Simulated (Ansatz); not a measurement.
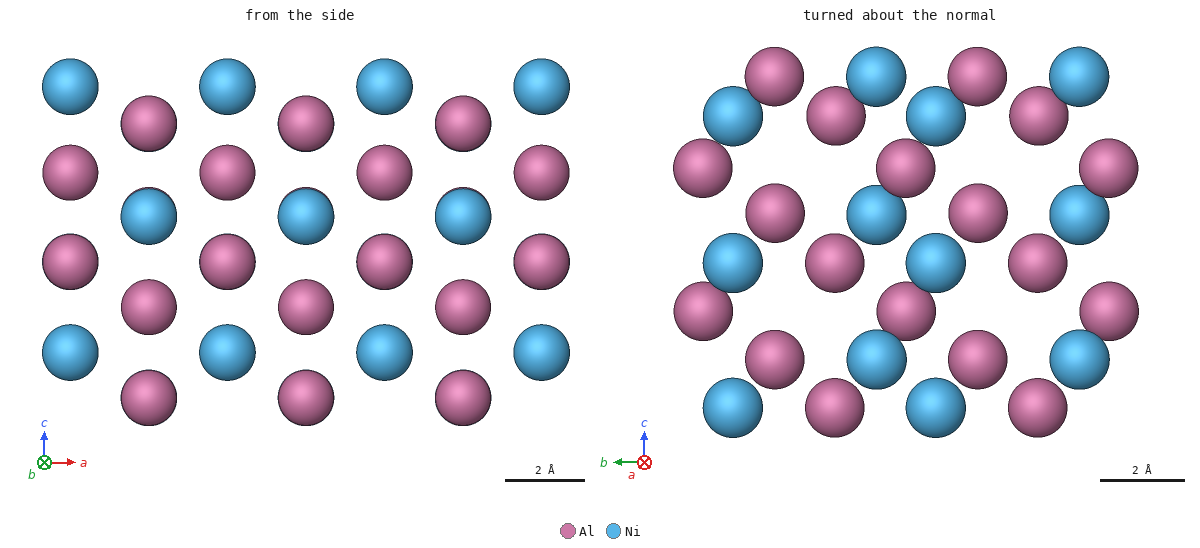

A spheres-only picture of a periodic slab, seen from the side and turned about the normal. The surface normal points up in side views; the vacuum is left out. 3×2 cells are drawn in the plane, with atoms at the edges repeated.

The cell holds 8 Al, 6 Ni. The slab was cut from bulk Al3Ni2 (P-3m1).

Are the two faces alike, and what ends them?

Answer. The top face ends in Al and Ni, the bottom face in Al and Ni. The two faces are alike.

Read the thickness off the scale bar.

Answer. About 8 Å from the lowest to the highest atom.

State the number of planes and their content from above.

Answer. Eight planes: AlNi / AlNi / Al / AlNi / AlNi / Al / AlNi / AlNi.

Which (hkl) is this?

Answer. (1 0 0).

Provenance: a structure listed in the Materials Project, from which a slab was cut. The atoms were relaxed in a fixed cell with Ansatz 0.2.0, DFT PBEsol, scalar-relativistic, plane waves, PAW, but for seven held in place.

At this level of theory the run's own cell isn't at rest (forces up to 1.0 eV/Å), so its distances can differ from those at equilibrium, the more so the softer the solid.
